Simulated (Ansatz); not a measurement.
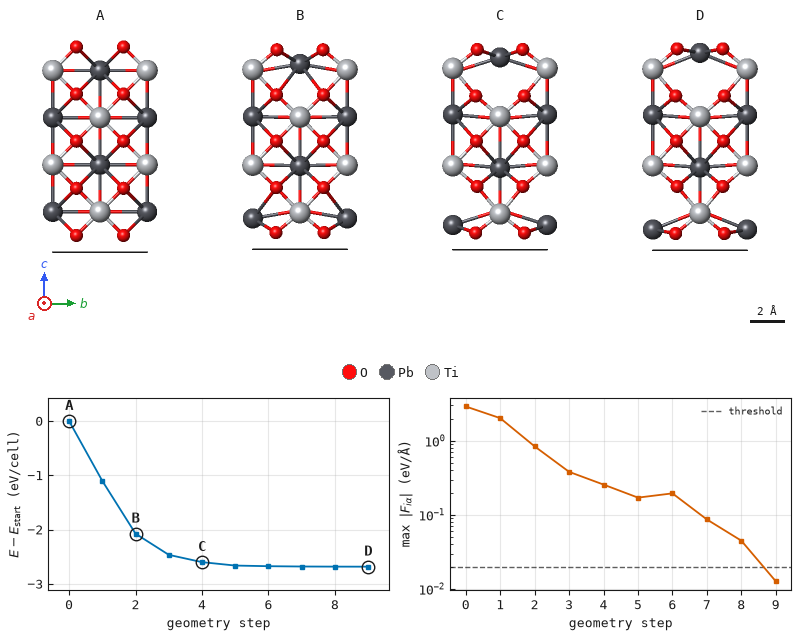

Frames of a relaxation of a slab of composition Ti2Pb2O7 (cut from the Pm-3m phase), marked on the history of the run. Style: ball-and-stick. Shown: the cell of the calculation, outlined in the plane, without the vacuum (origin shifted), along the a axis.

The slab is the (1 1 0) face of TiPbO3.

Computed with DFT PBE, scalar-relativistic, plane waves, PAW in Ansatz 0.2.0.

Input
```yaml
crystal:
  lattice:
    - [3.9664957943, 0.0, 0.0]
    - [0.0, 5.6094721475, 0.0]
    - [0.0, 0.0, 26.2189442949]
  atoms:
    - { symbol: O, position: [0.5, 0.25, 0.2860527074] }
    - { symbol: O, position: [0.5, 0.75, 0.2860527074] }
    - { symbol: Pb, position: [0.0, 0.5, 0.3395395305] }
    - { symbol: Ti, position: [0.5, 0.0, 0.3395395305] }
    - { symbol: O, position: [0.0, 0.0, 0.3395395305] }
    - { symbol: O, position: [0.5, 0.75, 0.3930263537] }
    - { symbol: O, position: [0.5, 0.25, 0.3930263537] }
    - { symbol: Pb, position: [0.0, 0.0, 0.4465131768] }
    - { symbol: Ti, position: [0.5, 0.5, 0.4465131768] }
    - { symbol: O, position: [0.0, 0.5, 0.4465131768] }
    - { symbol: O, position: [0.5, 0.25, 0.5] }
    - { symbol: O, position: [0.5, 0.75, 0.5] }
    - { symbol: Pb, position: [0.0, 0.5, 0.5534868232] }
    - { symbol: Ti, position: [0.5, 0.0, 0.5534868232] }
    - { symbol: O, position: [0.0, 0.0, 0.5534868232] }
    - { symbol: O, position: [0.5, 0.75, 0.6069736463] }
    - { symbol: O, position: [0.5, 0.25, 0.6069736463] }
    - { symbol: Pb, position: [0.0, 0.0, 0.6604604695] }
    - { symbol: Ti, position: [0.5, 0.5, 0.6604604695] }
    - { symbol: O, position: [0.0, 0.5, 0.6604604695] }
    - { symbol: O, position: [0.5, 0.25, 0.7139472926] }
    - { symbol: O, position: [0.5, 0.75, 0.7139472926] }
basis:
  ecutwfc: 420
kpoints:
  mp_grid: { grid: [7, 5, 1] }
hamiltonian:
  xc: pbe
scf:
  occupations: { method: gaussian, width: 0.05 }
output:
  forces: true
  eigenvalues: true
  write_density: true
  write_potential: true
  elf: true
  volumetric_format: npy
relax:
  adjacent_minimum: "off"
  f_tol: 0.02
  max_steps: 60
efield:
  axis: 3
  dipole_correction: true
  ramp_width: 0.04
```

Command:
```bash
ansatz run input.yaml --threads 4 --pin off --max-ram 9216MiB --backend cpu --events-out ev --progress --plain --runs-dir out
```

**What happens along the run?**

The largest moves, 1.05 Å, are those of Pb3 and Pb18. Pb18 goes along the normal (+c). Largest moves by element: Pb 1.05 Å, O 0.12 Å, Ti 0.09 Å. The cell doesn't change. Some distances before and after: O15–Pb18 2.805 → 3.905 Å, O16–Pb18 2.805 → 3.549 Å, O1–Pb3 2.805 → 2.414 Å, O5–Pb8 2.805 → 2.578 Å. Among the angles between lasting bonds that change: O1–Ti4–O2 90.0° → 100.9°, O1–Ti4–O6 180.0° → 169.8°, O6–Ti4–O7 90.0° → 80.5°. After 9 geometry steps the energy has fallen by 2.682 eV per cell of the calculation. Largest force component: 2.9 eV/Å at the start, 0.013 eV/Å at the end. Cost: 6.8 min on 4 threads of Arm Neoverse V2, on a shared host, peak memory 1.9 GiB. From step 0 to 2: Pb atoms move most (0.39 Å), energy −2.075 eV per cell of the calculation. From step 2 to 4: Pb atoms move most (0.39 Å), energy −0.524 eV per cell of the calculation. From step 4 to 9: Pb atoms move most (0.27 Å), energy −83.4 meV per cell of the calculation.

```csv
step,"E − E(0), meV/atom","largest force component, eV/Å"
0,0.00,2.9078
1,-50.14,2.0234
2,-94.30,0.8405
3,-112.00,0.3810
4,-118.12,0.2563
5,-120.98,0.1709
6,-121.51,0.1951
7,-121.77,0.0867
8,-121.87,0.0448
9,-121.91,0.0127
```
